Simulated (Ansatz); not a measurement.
System: Sn, space group Fd-3m (No. 227) (one of a set of cubic test structures, which need not be the stable phase).

Calculation (Ansatz 0.2.0 development build): equation of state of a cubic crystal from periodic Kohn-Sham density functional theory without spin, third-order Birch-Murnaghan fit to the free energies; pressure corrected for the finite basis. Level: HSE06.

structure type diamond; atoms in cell 2; space group number 227; lattice centring face-centred primitive; k mesh 4×4×4; occupation method Fermi–Dirac; occupation width 0.1 eV; wave cutoff 270 eV; datasets all-electron datasets; density tolerance 1e−09 eV; bands 20; density cutoff ratio 4; dirac inner shells no; nucleus point; search for lower states default; exchange singularity regularized.

Predict the energy above the lowest point and pressure against volume. The volume takes the values 33.82, 34.92, 36.02, 37.13, 38.23 Å³/atom.

A third-order Birch–Murnaghan fit gives V0 = 35.66 Å³/atom, B0 = 41.3 GPa and B′ = 4.4. The energy above the lowest point is 13.1 meV/atom at volume 33.82 Å³/atom and 20.6 meV/atom at 38.23 Å³/atom; the lowest computed point is at volume 36.02 Å³/atom (0.0 meV/atom). The pressure falls from 2.415 GPa at volume 33.82 Å³/atom to −2.453 GPa at 38.23 Å³/atom, and changes sign near 35.7 Å³/atom.

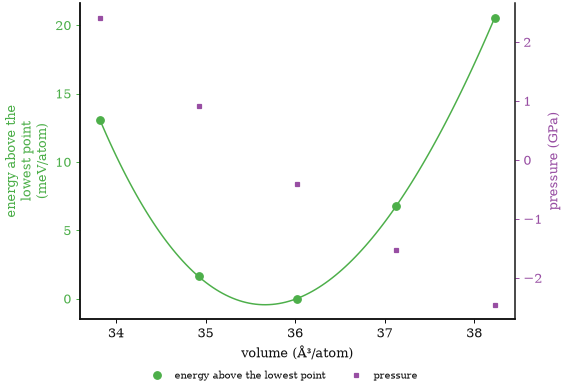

Note: coarse k-mesh, values are not converged in k.
